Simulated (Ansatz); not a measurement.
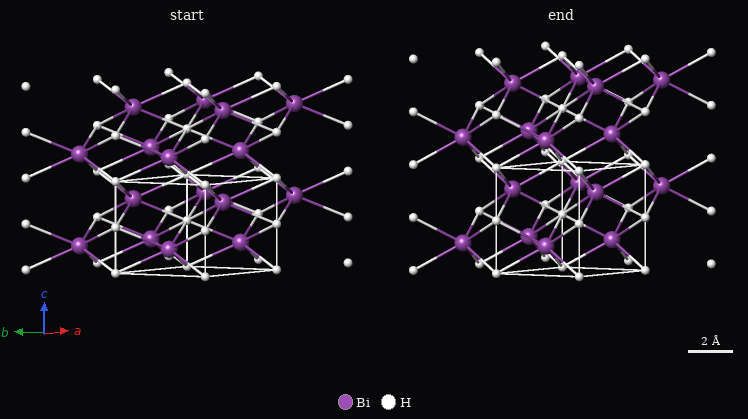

The structure of solid BiH (set up in P6_3/mmc) (coarse preliminary run) before (left) and after (right) a relaxation, at one scale.

The picture is a ball-and-stick view of the cell of the calculation, repeated 2 × 2 × 2 with one cell outlined, seen from a free direction.

Case: 2 H put on empty site 1 of 1 host cells, relaxed.

All numbers below come from DFT PBE, scalar-relativistic, plane waves, PAW (Ansatz 0.2.0). (plane-wave cutoff 420 eV; k-point mesh 6 × 6 × 4; occupations gaussian; smearing width 0.1 eV; no spin polarisation; cell and atoms relaxed; force threshold 0.0325 eV/Å; at most 70 steps)

Q: What changed between the two?

A: No atom moves by more than 0.005 Å relative to the cell. The drawn cell changes as follows: a = b 4.367 → 4.038 Å (−7.5 %), c 4.254 → 4.902 Å (+15.2 %); the volume changes by −1.5 %. Near-neighbour distances that change, for instance: Bi–H 2.737 → 2.634 Å. The space group stays P6_3/mmc (No. 194). Over 6 accepted moves (8 points after the start) the energy falls by 46.1 meV per atom. All forces vanish by symmetry, so only the cell relaxes. Pressure: −0.52 GPa at the start and 0.10 GPa at the end. The SCF was repeated twice at an unchanged geometry on a basis and grid sized afresh for the cell, which shifted the energy by 1.2 meV per atom at most. Cost: 7.7 s on 2 threads of Arm Neoverse V2, with other jobs on the host, peak memory 0.32 GiB.
